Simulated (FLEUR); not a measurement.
## Energy of ZrC along an even scaling of the cell

System: ZrC (Fm-3m, 2 atoms in the cell).
Method: Kohn-Sham DFT of a periodic cell, PBE, all-electron, no spin polarisation (FLEUR MaX-R8.1 (later development tree)).

The 7 runs differ only in the geometry, by an even scaling of the cell at fixed fractional positions. The structure derives from an entry of the Crystallography Open Database.

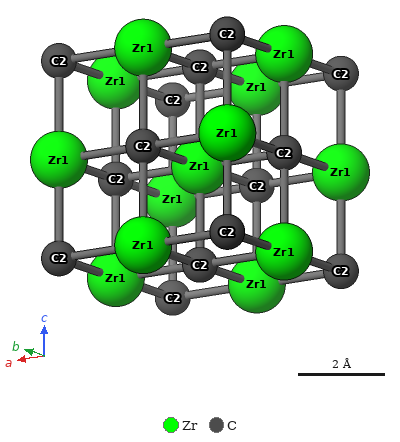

Figure 1. The structure of run 4 (ball-and-stick view of the cell 4 times as large as that of the calculation, set on its symmetry axes, seen at an oblique angle; atoms are numbered from 1 in the order of the input).

### Input of run 4
```
<?xml version="1.0" encoding="UTF-8" standalone="no"?>
<fleurInput fleurInputVersion="0.39">
   <comment>
      ZrC                                                                                                 
   </comment>
   <calculationSetup>
      <cutoffs Kmax="4.43" Gmax="13.7" GmaxXC="13.7" numbands="0"/>
      <scfLoop itmax="60" minDistance="0.00001" maxIterBroyd="15" imix="Anderson" alpha="0.05" precondParam="0.0" spinf="2.0" sdNocoIR="T"/>
      <coreElectrons ctail="T" frcor="F" kcrel="0" coretail_lmax="0"/>
      <xcFunctional name="pbe" relativisticCorrections="F"/>
      <magnetism jspins="1"/>
      <soc l_soc="F" theta="0.0" phi="0.0" spav="F"/>
      <expertModes spex="0" secvar="F"/>
      <geometryOptimization l_f="T" forcealpha="1.0" forcemix="BFGS" epsdisp="0.0005" epsforce="0.0002"/>
      <ldaU l_linMix="F" mixParam="0.05" spinf="1.0"/>
   </calculationSetup>
   <cell>
      <bzIntegration valenceElectrons="16.0" mode="hist" fermiSmearingEnergy="0.00183747">
         <kPointListSelection listName="default-1"/>
         <!-- k-points included here -->
         <xi:include xmlns:xi="http://www.w3.org/2001/XInclude" href="kpts.xml"> </xi:include>
      </bzIntegration>
      <!-- symmetry operations included here -->
      <xi:include xmlns:xi="http://www.w3.org/2001/XInclude" href="sym.xml"> </xi:include>
      <bulkLattice scale="1.0">
         <bravaisMatrix>
            <row-1>    0.0000000000000000     4.4692022846790005     4.4692022846790005</row-1>
            <row-2>    4.4692022846790005     0.0000000000000000     4.4692022846790005</row-2>
            <row-3>    4.4692022846790005     4.4692022846790005     0.0000000000000000</row-3>
         </bravaisMatrix>
      </bulkLattice>
   </cell>
   <atomSpecies>
      <species name="Zirconium (Zr)" element="Zr" atomicNumber="40">
         <mtSphere radius="2.43" gridPoints="829" logIncrement="0.015"/>
         <atomicCutoffs lmax="10" lnonsphr="8"/>
         <electronConfig flipSpins="F">
            <coreConfig>(1s1/2) (2s1/2) (2p1/2) (2p3/2) (3s1/2) (3p1/2) (3p3/2) (3d3/2) (3d5/2)</coreConfig>
            <valenceConfig>(4s1/2) (4p1/2) (4p3/2) (5s1/2) (4d3/2) (4d5/2)</valenceConfig>
            <stateOccupation state="(4d3/2)" spinUp="0.400000" spinDown="0.400000"/>
            <stateOccupation state="(4d5/2)" spinUp="0.600000" spinDown="0.600000"/>
         </electronConfig>
         <energyParameters s="5" p="5" d="4" f="4"/>
         <lo type="SCLO" l="0" n="4" eDeriv="0"/>
         <lo type="SCLO" l="1" n="4" eDeriv="0"/>
         <lo type="SCLO" l="1" n="4" eDeriv="1"/>
         <lo type="SCLO" l="2" n="4" eDeriv="2"/>
         <lo type="SCLO" l="3" n="4" eDeriv="2"/>
      </species>
      <species name="Carbon (C)" element="C" atomicNumber="6">
         <mtSphere radius="1.58" gridPoints="539" logIncrement="0.019"/>
         <atomicCutoffs lmax="8" lnonsphr="6"/>
         <electronConfig flipSpins="F">
            <coreConfig>(1s1/2)</coreConfig>
            <valenceConfig>(2s1/2) (2p1/2) (2p3/2)</valenceConfig>
            <stateOccupation state="(2p1/2)" spinUp="0.333333" spinDown="0.333333"/>
            <stateOccupation state="(2p3/2)" spinUp="0.666667" spinDown="0.666667"/>
         </electronConfig>
         <energyParameters s="2" p="2" d="3" f="4"/>
         <lo type="SCLO" l="0" n="2" eDeriv="2"/>
         <lo type="SCLO" l="1" n="2" eDeriv="2"/>
         <lo type="SCLO" l="2" n="3" eDeriv="2"/>
      </species>
   </atomSpecies>
   <atomGroups>
      <atomGroup species="Zirconium (Zr)">
         <relPos label="                   1">1.000/2.000 1.000/2.000 1.000/2.000</relPos>
         <force calculate="T" relaxXYZ="TTT"/>
      </atomGroup>
      <atomGroup species="Carbon (C)">
         <relPos label="                   2">.0000000000 .0000000000 .0000000000</relPos>
         <force calculate="T" relaxXYZ="TTT"/>
      </atomGroup>
   </atomGroups>
   <output dos="F" band="F" slice="F">
      <checks vchk="F" cdinf="F"/>
      <bandDOS minEnergy="-.5*Htr" maxEnergy="0.5*Htr" sigma="0.015" storeEVData="T"/>
      <vacuumDOS vacdos="F" integ="F" star="F" nstars="0" locx1="0.0" locy1="0.0" locx2="0.0" locy2="0.0" nstm="0" tworkf="0.0"/>
      <unfoldingBand unfoldBand="F" supercellX="1" supercellY="1" supercellZ="1"/>
      <plotting iplot="0" polar="F">
         <plot TwoD="T" vec1="  1.0  0.0  0.0" vec2="  0.0  1.0  0.0" vec3="  0.0  0.0  1.0" zero="  0.0  0.0  0.0" file="plot"/>
      </plotting>
      <chargeDensitySlicing numkpt="0" minEigenval="0.0" maxEigenval="0.0" nnne="0" pallst="F"/>
      <specialOutput eonly="F"/>
      <moessbauerParams electricFieldGradient="T" isomerShift="T" coreHyperfine="T" valenceHyperfine="T"/>
      <magneticCircularDichroism mcd="F" energyLo="-10.0" energyUp="0.0"/>
   </output>
  <!-- We include the file relax.xml here to enable relaxations (see documentation) -->
  <xi:include xmlns:xi="http://www.w3.org/2001/XInclude" href="relax.xml"> <xi:fallback/> </xi:include>
</fleurInput>
```

Command:
```bash
inpgen -f crystal.txt -profile fastHighL; fleur_MPI
```

Run 3 has the same physical settings and fractional positions; its lattice vectors (Å) are:
```
   0.000000    2.349127    2.349127
   2.349127    0.000000    2.349127
   2.349127    2.349127    0.000000
```

### Results, with one run withheld

```tsv
run	volume per atom (Å³)	free energy per atom, from the lowest run given (meV)
1	12.434	20.61
2	12.699	5.49
3	12.963	?
4	13.228	0.00
5	13.493	8.02
6	13.757	22.35
7	14.022	42.38
```

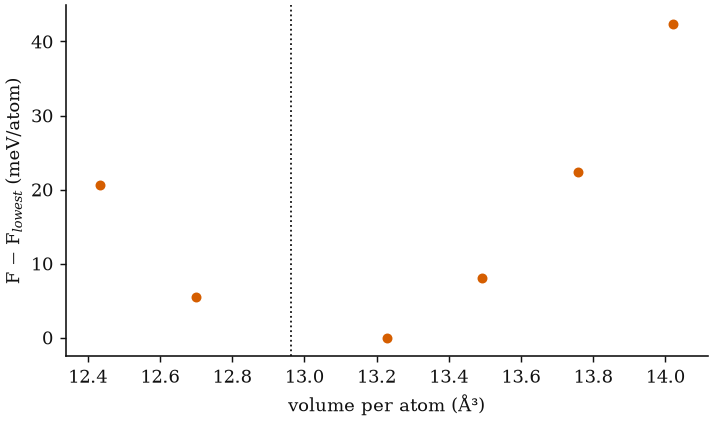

Figure 2. Free energy per atom of the runs given; the dotted line marks run 3.

Estimate the energy of run 3 from the others.

A cubic polynomial in V^(−2/3) (the Birch–Murnaghan form), fitted to the 6 runs given, misses them by at most 0.02 meV per atom. With x = V^(−2/3) − 0.17857 Å⁻², it reads F = 0.44458 − 2233 x + 6.2456e+05 x² − 90269 x³ (meV per atom). At run 3 it gives −1.09 meV per atom, and the run itself gives −1.13. The fit has its minimum at 13.056 Å³ per atom, where V d²F/dV² gives 221 GPa: the bulk modulus at this level, since symmetry fixes the shape and the positions.

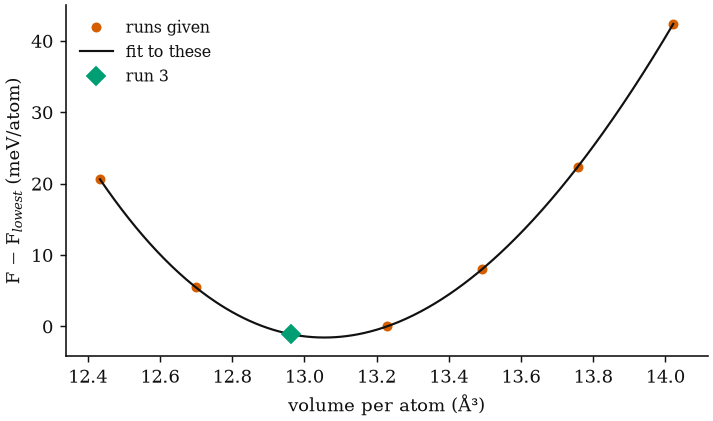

Figure 3. The fit and the withheld run.

### End of the output (run 3)
```
[...]

 Iteration:     8   Distance:       0.10979777 me/bohr^3
Nuclear radius smaller than smallest radial mesh point for atom type 2 -- skipping its core isomer shift
Nuclear radius smaller than smallest radial mesh point for atom type 2 -- skipping its isomer shift

 Iteration:     9   Distance:       0.03332145 me/bohr^3
Nuclear radius smaller than smallest radial mesh point for atom type 2 -- skipping its core isomer shift
Nuclear radius smaller than smallest radial mesh point for atom type 2 -- skipping its isomer shift

 Iteration:    10   Distance:       0.00333069 me/bohr^3
Nuclear radius smaller than smallest radial mesh point for atom type 2 -- skipping its core isomer shift
Nuclear radius smaller than smallest radial mesh point for atom type 2 -- skipping its isomer shift

 Iteration:    11   Distance:       0.00281104 me/bohr^3
Nuclear radius smaller than smallest radial mesh point for atom type 2 -- skipping its core isomer shift
Nuclear radius smaller than smallest radial mesh point for atom type 2 -- skipping its isomer shift

 Iteration:    12   Distance:       0.00015057 me/bohr^3
Nuclear radius smaller than smallest radial mesh point for atom type 2 -- skipping its core isomer shift
Nuclear radius smaller than smallest radial mesh point for atom type 2 -- skipping its isomer shift

 Iteration:    13   Distance:       0.00015351 me/bohr^3
Nuclear radius smaller than smallest radial mesh point for atom type 2 -- skipping its core isomer shift
Nuclear radius smaller than smallest radial mesh point for atom type 2 -- skipping its isomer shift

 Iteration:    14   Distance:       0.00001120 me/bohr^3
Nuclear radius smaller than smallest radial mesh point for atom type 2 -- skipping its core isomer shift
Nuclear radius smaller than smallest radial mesh point for atom type 2 -- skipping its isomer shift

 Iteration:    15   Distance:       0.00000244 me/bohr^3

 ********************************************************************
 Run finished successfully
 Stop message:
   all done
 ********************************************************************
```
